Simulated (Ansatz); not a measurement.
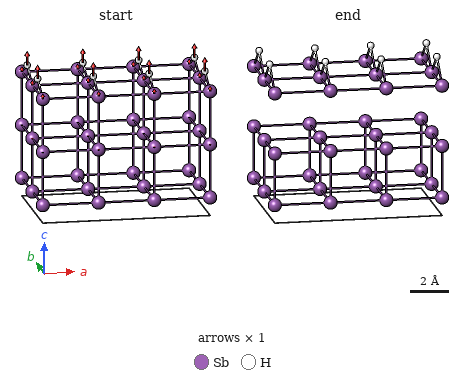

The structure of a slab of composition Sb3H (cut from the Pm-3m phase) before (left) and after (right) a constrained relaxation, at one scale. The red arrows give the displacements, at their true length.

A ball-and-stick model of the 3 × 2 repeat of the cell, outlined in the plane, without the vacuum, seen slightly off an axis.

Case: H put at a bridge Sb-Sb site. The slab is the (1 0 0) face of Sb with H on it. 1 atoms are held fixed.

The calculation used Ansatz 0.2.0, DFT PBEsol, scalar-relativistic, plane waves, PAW. (plane-wave cutoff 420 eV; k-point mesh 9 × 9 × 1; occupations gaussian; smearing width 0.1 eV; no spin polarisation; dipole correction; atoms relaxed in a fixed cell; force threshold 0.03 eV/Å; at most 70 steps)

> Describe what moved and what it gained.

The atom that moves furthest is the H atom (0.81 Å along the normal (+c)). Largest moves by element: H 0.81 Å, Sb 0.31 Å. The cell doesn't change. Some distances before and after: Sb–Sb 2.954 → 3.354 Å, H–Sb 1.700 → 1.967 Å, Sb–Sb 2.955 → 2.869 Å. Bond angles that change, for instance: Sb–H–Sb 128.4° → 102.2°, H–Sb–H 128.4° → 102.2°, Sb–Sb–H 154.2° → 141.1°. The energy falls by 0.644 eV per cell of the calculation in 6 geometry steps. Largest force component: 2 eV/Å at the start, 0.0051 eV/Å at the end.

Limits of the set-up: the periodic images lie only 3.1 Å apart, so the values are limited by the cell's size.
